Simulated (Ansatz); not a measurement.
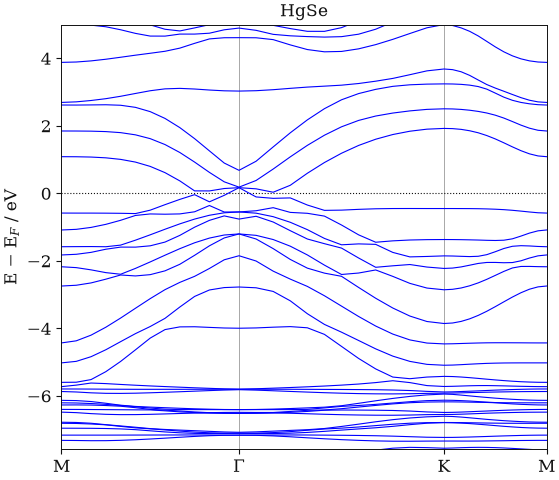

Band structure. Energies are counted from the Fermi level.

System: a (111) slab cut from HgSe (F-43m), ended by Hg above and Se below, 6 atoms in the cell.

```yaml
crystal:
  lattice:
    - [4.42666, 0.00000, 0.00000]
    - [-2.21333, 3.83360, 0.00000]
    - [0.00000, 0.00000, 23.13229]
  atoms:
    - { symbol: Se, position: [0.00000, 0.00000, 0.32659] }
    - { symbol: Hg, position: [0.33333, 0.66667, 0.35518] }
    - { symbol: Se, position: [0.33333, 0.66667, 0.48689] }
    - { symbol: Hg, position: [0.66667, 0.33333, 0.51545] }
    - { symbol: Se, position: [0.66667, 0.33333, 0.64985] }
    - { symbol: Hg, position: [0.00000, 0.00000, 0.66604] }
```

Ansatz; DFT PBE, scalar-relativistic, plane waves, PAW, no spin polarisation, 9×9×1 k mesh, 420 eV cutoff.

**Is there a gap at the Fermi level?**

A metal: 1 band crosses the Fermi level along this path.

**Which levels at M lie nearest to the Fermi level?**

At M the nearest levels lie 0.58 eV below and 1.09 eV above the Fermi level.

**On which lines of the path do bands cross the Fermi level?**

Bands cross the Fermi level on M–Γ and Γ–K, and not on K–M.

Spin-orbit coupling is left out, which matters for Hg.
